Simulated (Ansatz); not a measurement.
**WS2: density, localisation and related maps**

```yaml
crystal:
  lattice:
    - [3.07522, 0.00000, 0.00000]
    - [0.00000, 0.00000, -11.83918]
    - [-1.53761, 2.66322, 0.00000]
  atoms:
    - { symbol: W, position: [0.26846, 0.25007, 0.66667] }
    - { symbol: W, position: [0.73154, 0.74993, 0.33333] }
    - { symbol: S, position: [0.39744, 0.87962, 0.66667] }
    - { symbol: S, position: [0.60257, 0.37976, 0.33333] }
    - { symbol: S, position: [0.39743, 0.62024, 0.66667] }
    - { symbol: S, position: [0.60256, 0.12038, 0.33333] }
```

Space group P2₁/m; a structure from a database of computed crystals, not necessarily the ambient phase; changed on purpose from its base cell (mode 4 frozen in at -0.205 Å, equal normal strain along x, y and z -0.0250); not relaxed (largest force 1.4 eV/Å); computed pressure about 15 GPa in this cell.

The calculation used Ansatz, DFT PBE+D3(BJ), scalar-relativistic, plane waves, PAW.

In a PAW calculation such maps are meaningful between the atoms, not at the nuclei.

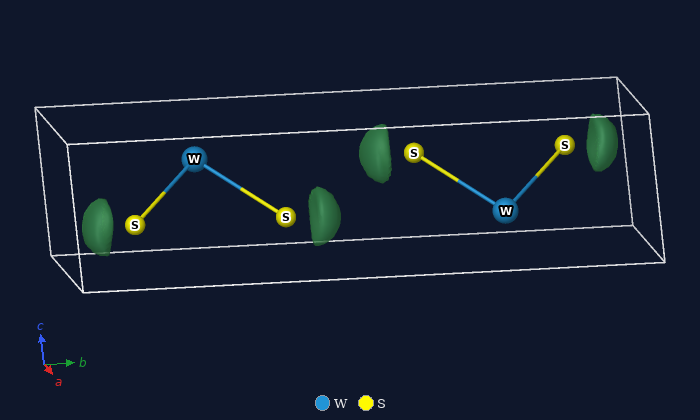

Figure 1. Isosurface of the electron localisation function at 0.9 (green), seen slightly off an axis. Core shells and regions of very low density are left out. Sticks mark near contacts.

What do the ELF domains correspond to?

The ELF exceeds this value in four lobes on S, pointing away from the bonds (lone pairs), counted in one cell of 6 atoms. Regions shared between cells count once. Along the contacts the grid gives the following. W–S (2.35 Å): the ELF peaks at about 0.85 in the valence shell of S, 0.8 Å from its nucleus, and is about 0.45 at the midpoint.

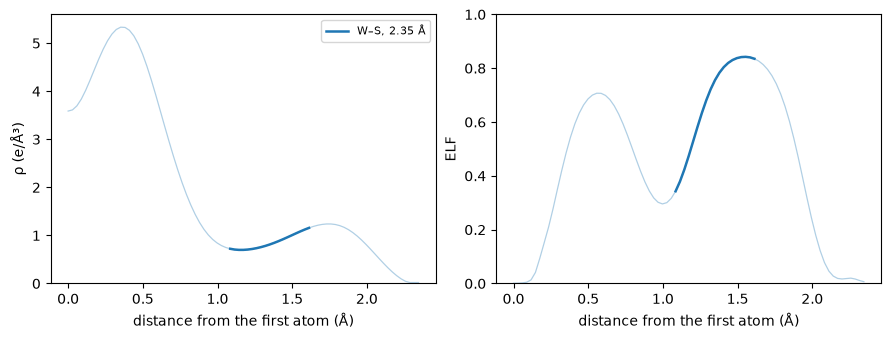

Figure 2. Valence electron density and ELF along straight lines between neighbouring atoms. Thin, pale parts lie inside the atomic spheres.

What can be read from the curves?

W–S (2.35 Å): the density is about 0.7 e/Å³ at the midpoint; the ELF peaks at about 0.85 in the valence shell of S, 0.8 Å from its nucleus, and is about 0.45 at the midpoint.

Metal or insulator at this level of theory?

It is gapped, with a Kohn–Sham gap of 0.76 eV on the k-point mesh, an upper bound to the gap of this method.
